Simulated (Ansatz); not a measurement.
Input file:

```
crystal:
  lattice:
    - [-2.4908294685, 3.9129568381, 3.6859343293]
    - [2.4908294685, -3.9129568381, 3.6859343293]
    - [2.4908294685, 3.9129568381, -3.6859343293]
  atoms:
    - { symbol: Pt, position: [0.75, 0.75, 0.0] }
    - { symbol: Pt, position: [0.25, 0.25, 0.0] }
    - { symbol: Se, position: [0.9195655981, 0.7063955737, 0.6259611718] }
    - { symbol: Se, position: [0.0804344019, 0.2936044263, 0.3740388282] }
    - { symbol: Se, position: [0.5804344019, 0.2063955737, 0.7868299756] }
    - { symbol: Se, position: [0.4195655981, 0.7936044263, 0.2131700244] }
kpoints:
  mp_grid: { grid: [8, 8, 8] }
  band_path:
    path:
      - [0.0, 0.0, 0.0]
      - [0.5, -0.5, 0.5]
      - [0.3513019684, -0.3513019684, 0.6486980316]
      - [-0.3513019684, 0.3513019684, 0.3513019684]
      - [0.4718324524, 0.4718324524, -0.4718324524]
      - [0.5281675476, -0.4718324524, 0.4718324524]
      - [0.0, 0.5, 0.0]
      - [0.25, 0.25, 0.25]
      - [0.5, 0.0, 0.0]
    npoints: 1
hamiltonian:
  xc: r2scan
  dispersion: rvv10
scf:
  occupations: { method: fermi_dirac, width: 0.03 }
  n_extra_bands: 5
output:
  forces: true
  stress: true
  eigenvalues: true
  write_density: true
  write_potential: true
  elf: true
  volumetric_format: npy
```

Run with:

```sh
ansatz run input.yaml --threads 2 --pin off --max-ram 20275MiB --backend cpu --events-out ev --progress --plain --runs-dir out
```

Below, planes, directions and counts refer to the conventional cell (a = 4.98 Å, b = 7.83 Å, c = 7.37 Å, α = 90.00°, β = 90.00°, γ = 90.00°).

Space group Ibam; a structure from a database of computed crystals, not necessarily the ambient phase; started from the SiS2-72 prototype, which need not be the ambient phase.

Theory: Ansatz, DFT, r2SCAN+rVV10, plane waves, PAW.

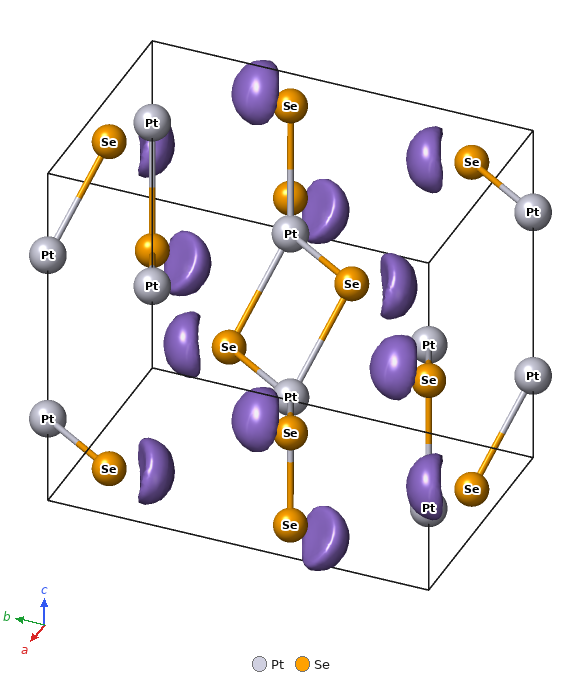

PtSe₂. Isosurface of the ELF at 0.85 (purple), seen at an oblique angle. Core shells and regions of very low density are left out. Sticks mark near contacts.

Where are the electrons localised?

Answer. The ELF exceeds this value in eight lobes on Se, pointing away from the bonds (lone pairs), counted in one cell of 12 atoms. Regions shared between cells count once. Profiles from the grid: Se–Se (2.41 Å): the ELF peaks at about 0.70 between the atoms. Pt–Se (2.44 Å): the ELF is about 0.45 at the midpoint.
